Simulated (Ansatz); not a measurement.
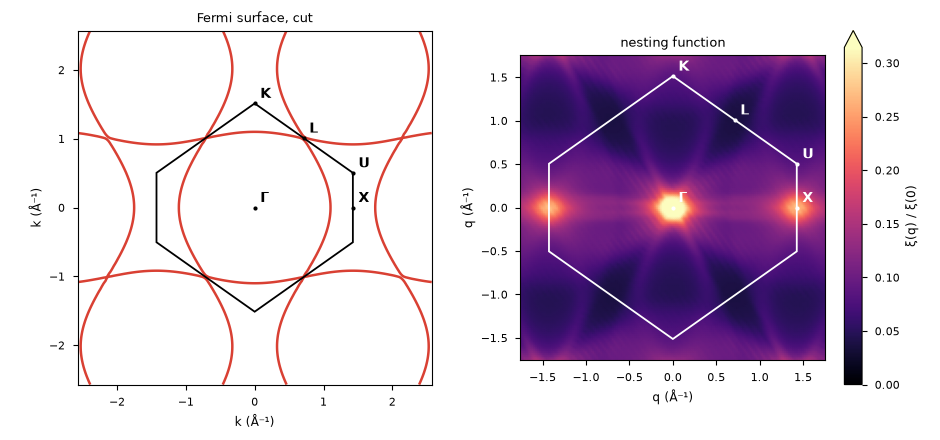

Li (space group Fm-3m, No. 225): a cut of the Fermi surface and the nesting function ξ(q) = Σ δ(ε_k) δ(ε_k+q) over all sheets (each δ a Gaussian as wide as the level changes between mesh points, at least 0.03 eV; heights depend on it), both in the plane through Γ, X and L.

All numbers here come from Ansatz 0.2.0, DFT PBE, scalar-relativistic, plane waves, PAW; levels and slopes on a dense k mesh at the converged density. No spin polarisation. Mesh 34×34×34, interpolated with the band slopes. Unrelaxed database geometry.

### Where is the strongest nesting away from q = 0?

The highest maximum lies at X, at q = (0.00, −0.50, −0.50) in units of the primitive reciprocal vectors. It reaches 0.29 of the value at q = 0, against a mean of 0.08. A peak of ξ alone doesn't prove an instability there.

Necks and pockets thinner than about two mesh steps aren't resolved, so separate pockets may in truth be joined.
